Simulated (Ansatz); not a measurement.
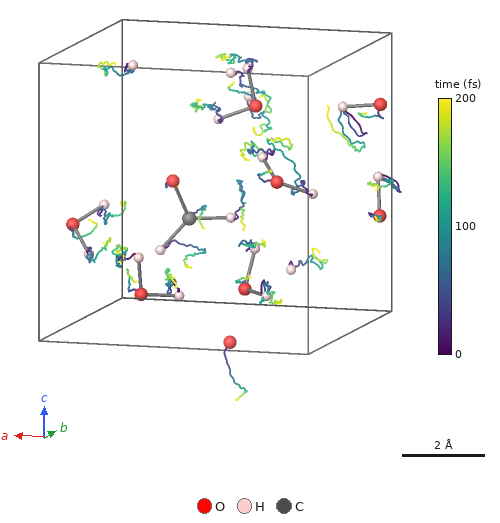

A Born-Oppenheimer molecular dynamics run of a periodic cell with 8 H2O + 1 H2CO at 0.873 g/cm³, 200 fs long. It starts from the last geometry of an earlier run, with fresh velocities. Lines trace each atom's path, coloured by time; spheres stand at the starting positions. Seen from a free direction in the simulation cell.

Computed with DFT PBE-D3(BJ), scalar-relativistic, plane waves, PAW (Ansatz 0.2.0). Set-up: plane-wave cutoff 420 eV; k-point mesh 1 × 1 × 1; Fermi-Dirac smearing 0.02 eV; constant energy (NVE); velocities drawn for 350 K; time step 0.5 fs.

Input file:
```yaml
crystal:
  lattice:
    - [6.918093, 0.0, 0.0]
    - [0.0, 6.918093, 0.0]
    - [0.0, 0.0, 6.918093]
  atoms:
    - { symbol: O, position: [0.35411371, 0.76807557, 0.48325445] }
    - { symbol: H, position: [0.22171233, 0.76986383, 0.44661918] }
    - { symbol: H, position: [0.37288382, 0.65784963, 0.5881298] }
    - { symbol: O, position: [0.8416404, 0.71398488, 0.06500585] }
    - { symbol: H, position: [0.87177349, 0.7801092, 0.18435978] }
    - { symbol: H, position: [0.6982259, 0.70655292, 0.06754319] }
    - { symbol: O, position: [0.32045261, 0.09639498, 1.01353965] }
    - { symbol: H, position: [0.35691, 0.2249846, 0.96056475] }
    - { symbol: H, position: [0.23484158, 0.04581484, 0.90893539] }
    - { symbol: O, position: [0.98435618, 0.35443404, 0.36525398] }
    - { symbol: H, position: [0.94574012, 0.42411381, 0.25022688] }
    - { symbol: H, position: [0.87062406, 0.3639249, 0.44000218] }
    - { symbol: O, position: [0.46656328, 0.7469279, 0.09679641] }
    - { symbol: H, position: [0.43474182, 0.7659569, 0.24101236] }
    - { symbol: H, position: [0.42815317, 0.88046997, 0.05298623] }
    - { symbol: O, position: [0.00599842, 0.885326, 0.7610925] }
    - { symbol: H, position: [0.11704249, 0.79431421, 0.76134345] }
    - { symbol: H, position: [-0.08512285, 0.85101029, 0.86334343] }
    - { symbol: O, position: [1.02020816, 0.9223543, 0.35395834] }
    - { symbol: H, position: [1.02548571, 0.92069335, 0.49478232] }
    - { symbol: H, position: [1.07536286, 1.03718784, 0.29511488] }
    - { symbol: O, position: [0.35384239, 0.51276602, 0.79657453] }
    - { symbol: H, position: [0.39788491, 0.5587578, 0.92274587] }
    - { symbol: H, position: [0.46437257, 0.4251859, 0.75790675] }
    - { symbol: O, position: [0.59691534, 0.30591734, 0.54725132] }
    - { symbol: C, position: [0.50523178, 0.20426845, 0.43287141] }
    - { symbol: H, position: [0.34961459, 0.20052019, 0.44367444] }
    - { symbol: H, position: [0.58238512, 0.10673276, 0.33085772] }
basis:
  ecutwfc: 420.0
kpoints:
  mp_grid: { grid: [1, 1, 1] }
hamiltonian:
  xc: pbe
  dispersion: d3bj
scf:
  occupations: { method: fermi_dirac, width: 0.02 }
  lower_state_search: "off"
md:
  timestep: 0.5
  n_steps: 400
  ensemble: nve
  temperature: 350.0
  initial_velocities: maxwell_boltzmann
  seed: 521593
```

Run as
```bash
ansatz run input.yaml --threads 1 --pin off --max-ram 3072MiB --backend cpu --events-out ev --progress --plain --runs-dir out
```

Q: Describe the motion.

A: In the second half of the run the atoms are, in the root-mean-square, this far from where they began (common drift taken out): H 0.92 Å, O 0.77 Å, C 0.50 Å. The heavy atoms stay within a fraction of a molecule's size of their starting places; so short a run doesn't tell a liquid from a solid. The mean temperature in the second half is 338 K (standard deviation 34 K). The potential energy in the second half lies on average 1.5 meV per atom above the first frame.

Limits of the set-up: the periodic images lie only 6.9 Å apart, so the values are limited by the cell's size.

Cost: 8.4 min on 1 thread of Arm Neoverse V2, on a shared host, peak memory 0.41 GiB.
